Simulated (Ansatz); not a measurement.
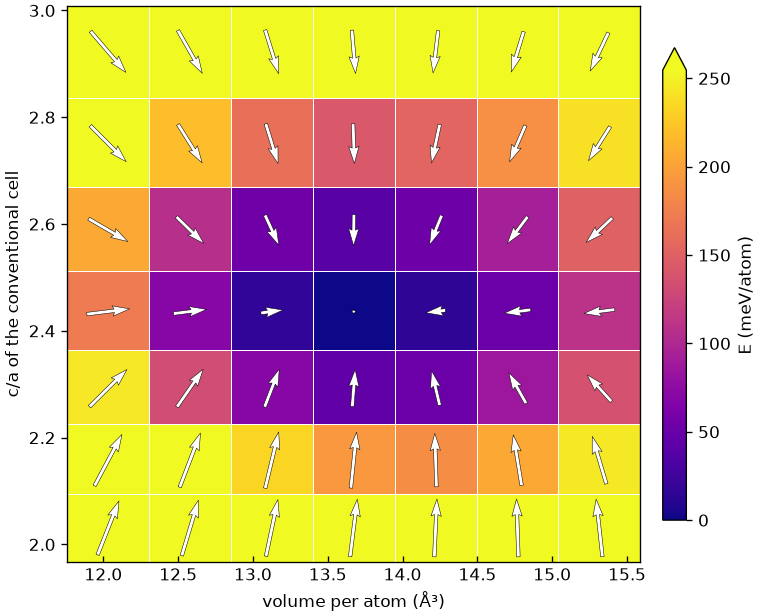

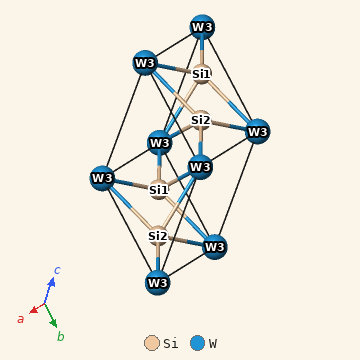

Energy landscape of Si₂W (I4/mmm, No. 139; 3 atoms in the cell). The energy is mapped over volume and the cell's shape. Coordinates scanned: (1) volume per atom; (2) c/a of the conventional cell. Nothing is relaxed (fractional coordinates fixed). The scan uses a 7 × 7 grid. Points are written as (first, second). Energies are in meV/atom, from the lowest grid point. The calculation used Ansatz 0.2.0, DFT PBE, scalar-relativistic, plane waves, PAW. Settings: cutoff 420 eV, k-mesh 18×18×18, gaussian smearing 0.15 eV, no spin polarisation.

The picture shows one coloured cell a grid point, arrows along the force (downhill), their lengths compressed, one colour for all values above the top of the scale. The second picture is the structure at the lowest point

Q: What does the map say about the system?

A: The lowest grid point is at (13.67 Å³, 2.436). No other kind of well shows on this grid. The highest grid point, (12.03 Å³, 2.031), lies 783 meV/atom above the lowest. Round the minimum the two coordinates are weakly coupled (coupling 0.08 in units of the two stiffnesses).

Each point was launched as `ansatz run input.yaml --threads 2 --pin off --max-ram 4096MiB --backend cpu --events-out ev --progress --plain --runs-dir out`. Time for the 49 points that were run: 13 min on 2 threads of Arm Neoverse N1, on a shared host.

PAW datasets: the set soft_1.
